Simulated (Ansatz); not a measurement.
System: Al₅Ga₃As₃ (interface cell).

```xyz
33
Lattice="4.0626 0.0000 0.0000 -2.0313 10.5549 0.0000 0.0000 0.0000 16.3066" Properties=species:S:1:pos:R:3 pbc="T T T"
As    2.0386    3.5124    0.4649
As    4.0332    0.0085    0.4566
As   -0.0109    7.0287    0.4351
Ga   -0.0393    9.3826    1.4263
Ga    1.9894    5.8530    1.4351
Ga    0.0414    2.3456    1.4381
As    2.0018    5.8710    3.9261
As   -0.0092    2.3504    3.9242
As   -0.0003    9.3837    3.9216
Ga    2.0275    1.1761    4.7578
Ga    2.0294    8.2161    4.7687
Ga   -0.0327    4.6978    4.7674
As    1.9952    8.2182    7.2643
As   -0.0016    4.6955    7.2603
As    2.0315    1.1770    7.2499
Ga    2.0472    3.5168    8.1799
Ga    4.0590    0.0164    8.1817
Ga   -0.0504    7.0407    8.1890
Al    3.0553    1.7282   10.5199
Al    0.9682    8.0483   10.5646
Al   -1.0170   10.1616   10.5859
Al    1.0217    3.8231   10.5861
Al   -0.9979    5.9558   10.5694
Al    1.0061    1.7207   12.5060
Al   -1.0034    8.0221   12.5233
Al    1.0563   10.1817   12.5109
Al    2.9927    3.8090   12.5178
Al    1.0165    5.9712   12.5205
Al    3.0247    1.7001   14.4604
Al    1.0070    8.0490   14.4563
Al   -1.0290   10.1622   14.4269
Al    1.0018    3.8363   14.4388
Al   -0.9683    5.9322   14.4481
```

Computed without spin polarisation.

These are results of Ansatz 0.2.0, DFT PBE, scalar-relativistic, plane waves, PAW, not measurements.

Q: Predict the valence pseudo-density and electron localisation function between the atoms.

A: Ga–As (2.49 Å): ρ is about 0.44 e/Å³ halfway; the ELF peaks at about 0.75 between the atoms.

Q: Does the calculation make it a metal, or give it a gap?

A: It is gapless in this calculation (a metal or semimetal).

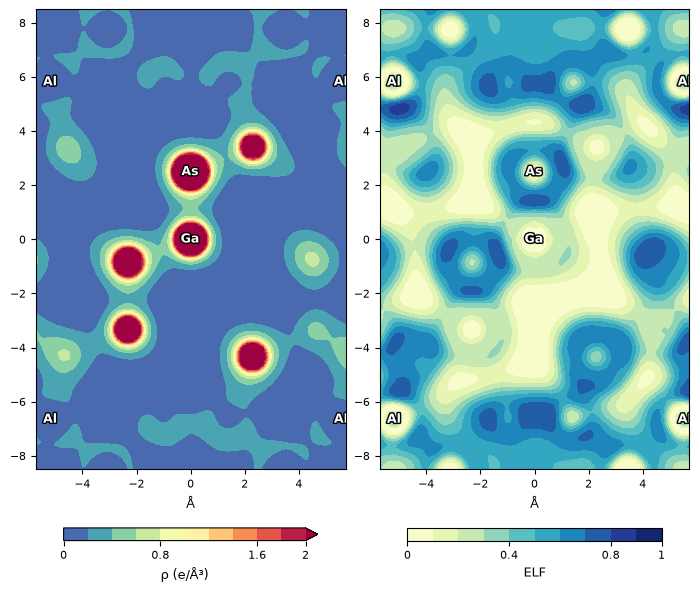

Computed valence pseudo-density and electron localisation function on the (100) plane of the calculation cell, in this order. Atoms just off the plane (As, 0.4 Å away, Ga, 0.4 Å away and Al, 0.3 Å away) can leave unmarked features too.

Core electrons are frozen (PAW), and the valence fields are smoothed inside the atomic spheres.
